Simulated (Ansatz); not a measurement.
Ta

```
Ta
1.0
     3.28495    0.00000    0.00000
     0.00000    3.28495    0.00000
     0.00000    0.00000    3.28495
Ta
2
Direct
  0.00000 0.00000 0.00000
  0.50000 0.50000 0.50000
```

Space group Im-3m; computed without spin polarisation.

Theory: Ansatz, DFT PBE+D3(BJ), scalar-relativistic, plane waves, PAW.

### What can the converged valence pseudo-density and electron localisation function tell about the bonding?

Ta–Ta (2.84 Å): ρ is about 0.31 e/Å³ halfway; the ELF is about 0.30 at the midpoint; no shared electron pair shows on this line.

### Does the calculation make it a metal, or give it a gap?

It is gapless in this calculation (a metal or semimetal).

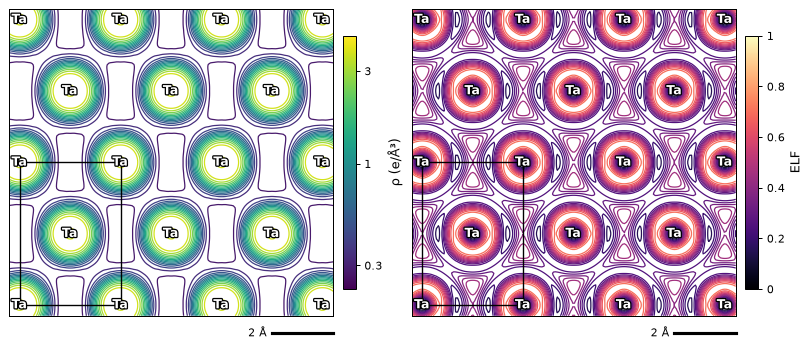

Computed valence pseudo-density and electron localisation function on the (110) plane of the conventional cell, in this order. 

The density is the valence pseudo-density of a PAW calculation; it isn't the true density close to the nuclei.
